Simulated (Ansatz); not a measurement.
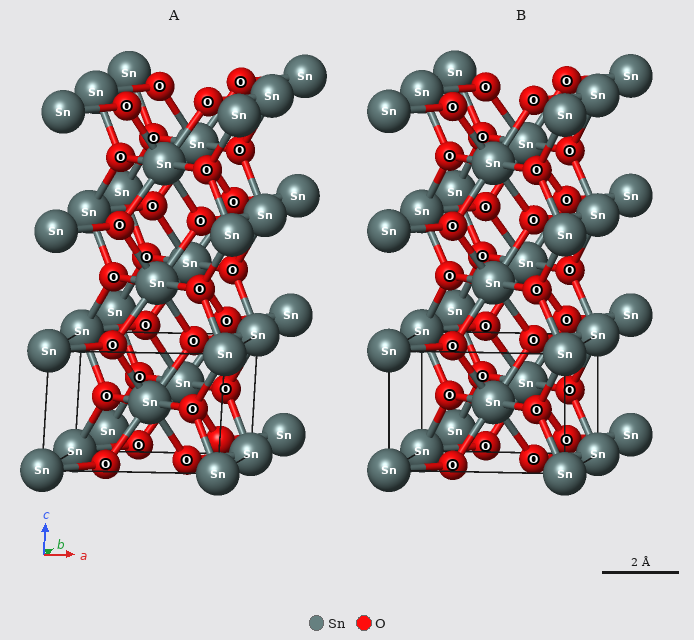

Two geometries of a crystal of SnO$_{2}$ (set up in P4_2/mnm): one is the relaxed structure, the other was perturbed away from it. A ball-and-stick model of the cell of the calculation, repeated 1 × 2 × 3 with one cell outlined, seen slightly off an axis.

The calculation used DFT r2SCAN, scalar-relativistic, plane waves, PAW in Ansatz. Set-up: plane-wave cutoff 500 eV; k-point mesh 6 × 6 × 8; occupations gaussian; smearing width 0.02 eV; no spin polarisation.

Which is the distorted one, and what does the distortion cost?

Answer. Structure A is the perturbed one. Shear of c along a, +6.0 %, is applied. The cell is then held and the atoms relaxed. Energy change: +13.5 meV per atom. The pressure goes from 0.0 to 0.0 GPa. The principal stresses (compression positive) are 5.9 GPa along [2 0 −3], 0.3 GPa along b, −6.0 GPa along [2 0 3]. The gap on the k-mesh goes from 1.77 to 1.72 eV. The drawn cell changes at constant volume: a = b unchanged at 4.759 Å, c 3.201 → 3.207 Å (+0.2 %), β 90.0° → 86.6°. The largest moves relative to the cell, 0.027 Å, are those of O atoms. Sn stays in place. Among the bonded contacts that change: O–Sn 2.064 → 2.044 to 2.093 Å. The space group (tolerance 0.01 Å) goes from P4_2/mnm (No. 136) to P2_1/c (No. 14).
